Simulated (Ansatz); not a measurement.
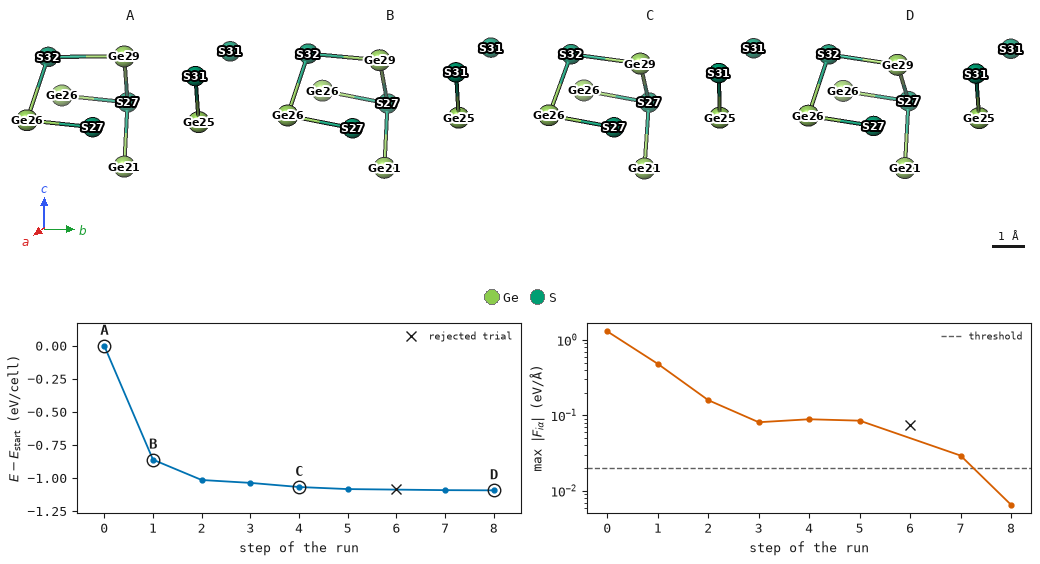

Frames of a relaxation of a slab of composition GeS (cut from the Pnma phase), marked on the history of the run. A ball-and-stick model of the atoms within 4.2 Å of the atom that moves most (axes of the 2 × 1 repeat of the cell, outlined in the plane, without the vacuum (origin shifted)), seen slightly off an axis.

Case: (0 1 0) slab, atoms relaxed. The slab is the (0 1 0) face of GeS.

These are results of DFT r2SCAN, scalar-relativistic, plane waves, PAW in Ansatz 0.2.0, not measurements. (plane-wave cutoff 500 eV; k-point mesh 6 × 3 × 1; occupations gaussian; smearing width 0.05 eV; no spin polarisation; dipole correction; atoms relaxed in a fixed cell; force threshold 0.02 eV/Å; at most 60 steps)

Describe the path.

After 7 accepted moves (8 points after the start) the energy has fallen by 1.092 eV per cell of the calculation. The largest force component goes from 1.3 to 0.0065 eV/Å. The line search rejected the trial step at point 6 of the run. The largest moves relative to the layer's centre, 0.42 Å, are those of Ge1, Ge2, Ge29 and Ge30. Ge29 goes at 59° to the normal (−c side). Largest moves by element: Ge 0.42 Å, S 0.09 Å. The cell stays as it was. Near-neighbour distances that change, for instance: Ge29–S32 2.440 → 2.237 Å, Ge25–S31 2.420 → 2.336 Å, Ge21–S27 2.420 → 2.459 Å, Ge26–S27 2.440 → 2.476 Å. Among the angles between lasting bonds that change: Ge26–S32–Ge29 107.5° → 97.0°, Ge21–S27–Ge29 95.7° → 89.2°, S27–Ge29–S32 93.8° → 99.0°. Cost: 8.9 min on 4 threads of AMD EPYC 9R45 96-Core Processor (Zen 5) (shared host), peak memory 8.3 GiB. From step 0 to 1: Ge atoms move most (0.19 Å), energy −0.860 eV per cell of the calculation. From step 1 to 4: Ge atoms move most (0.21 Å), energy −0.207 eV per cell of the calculation. From step 4 to 8: Ge atoms move most (0.11 Å), energy −25.2 meV per cell of the calculation.
